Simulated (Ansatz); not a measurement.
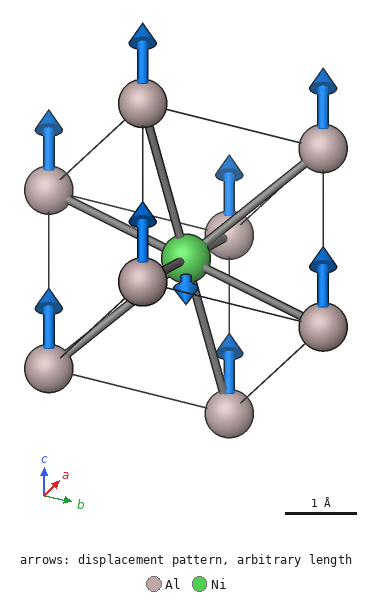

The lowest optical mode of a crystal of AlNi, space group Pm-3m (No. 221), at the zone centre. Displacements are drawn as blue arrows; their common scale and sign are arbitrary. The picture is a ball-and-stick view of the cell of the calculation, seen from a free direction.

All numbers below come from DFT PBE, scalar-relativistic, plane waves, PAW in Ansatz 0.2.0.

Input file:
```yaml
crystal:
  lattice:
    - [2.0464944542, -2.0464944542, 0.0]
    - [2.0464944542, 2.0464944542, 0.0]
    - [0.0, 0.0, 2.8942325643]
  atoms:
    - { symbol: Al, position: [0.0, 0.0, 0.0] }
    - { symbol: Ni, position: [0.5, 0.5, 0.5] }
basis:
  ecutwfc: 420
kpoints:
  mp_grid: { grid: [16, 16, 16] }
hamiltonian:
  xc: pbe
scf:
  occupations: { method: fermi_dirac, width: 0.15 }
output:
  eigenvalues: true
phonons:
  method: dfpt
  eigenvectors: true
  qmesh: [4, 4, 4]
  temperatures: { t_max: 1000, t_step: 100 }
  qpath:
    path:
      - [[0.0, 0.0, 0.0], [0.0, 0.49999699, 0.0], [0.49999699, 0.49999699, 0.0], [0.0, 0.0, 0.0], [0.49999699, 0.49999699, 0.50000603], [0.0, 0.49999699, 0.0]]
      - [[0.49999699, 0.49999699, 0.50000603], [0.49999699, 0.49999699, 0.0]]
    npoints: 8
```

Launched with:
```bash
ansatz run input.yaml --threads 2 --pin off --max-ram 7168MiB --backend cpu --events-out ev --progress --plain --runs-dir out
```

The frequencies depend somewhat on the k-mesh and the smearing.

Question: Is the structure stable against all modes at this point?

Answer: Yes: this softest mode has a real frequency, and so have all others here. That speaks for this wave vector alone: the rest of the zone wasn't checked in this run. This is the T₁u mode (triply degenerate; one member of the set is drawn) at 8.65 THz, the only optical level, infrared-active by symmetry. The Al sublattice moves against the Ni sublattice, along c; the kinetic energy is shared as Al 69 %, Ni 31 %. The crystal is a metal, so free carriers screen the infrared response.
